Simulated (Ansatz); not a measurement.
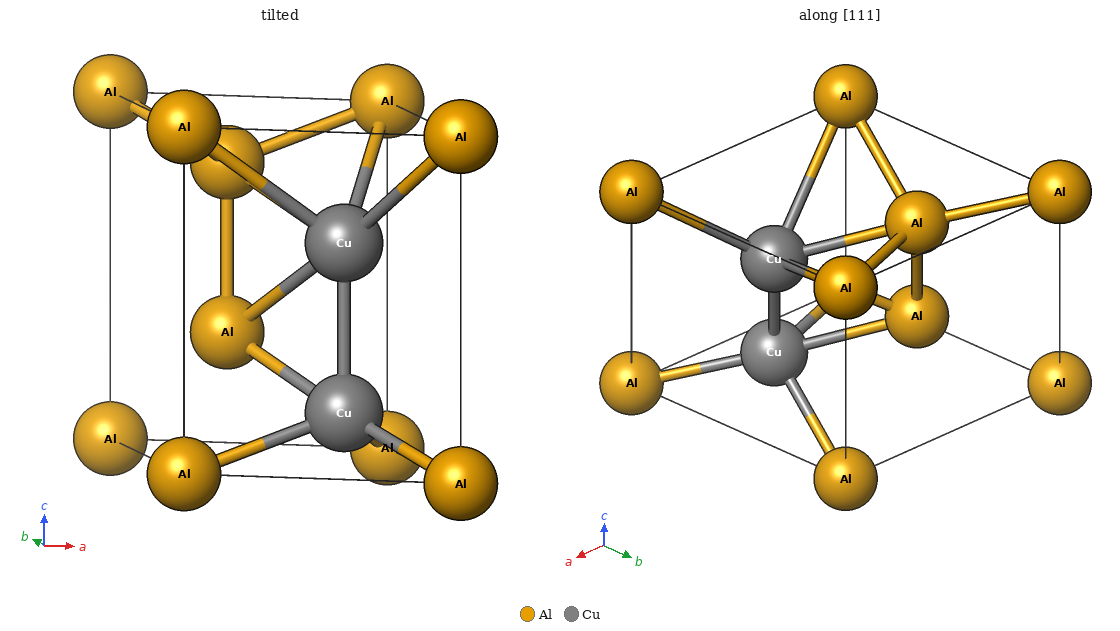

A ball-and-stick rendering, viewed slightly off an axis and along [111]. The parallelepiped is the conventional unit cell. Cell: a = 4.092 Å, b = 4.092 Å, c = 4.993 Å, α = 90.00°, β = 90.00°, γ = 120.00°.

Give a description of the structure.

- The structure is one of Al3Cu2.
- The atoms follow space group P3m1 (No. 156); the Bravais lattice is primitive hexagonal.
- Counting shared atoms by their share gives 3 Al, 2 Cu, or 5 atoms.
- Within bonding distance, the neighbour counts come to Al 8 to 11 (mean 9.3) and Cu 11.

The structure comes from a structure listed in the Materials Project. Earlier steps of the study, as a rule a relaxation of our own, may have changed the cell and positions, so they can lie some per cent off the listed ones. An electronic-structure calculation with Ansatz was run on it.

At this level of theory the run's own cell isn't at rest (compressed, at 6 GPa and forces up to 0.6 eV/Å), so its distances can differ from those at equilibrium, the more so the softer the solid.
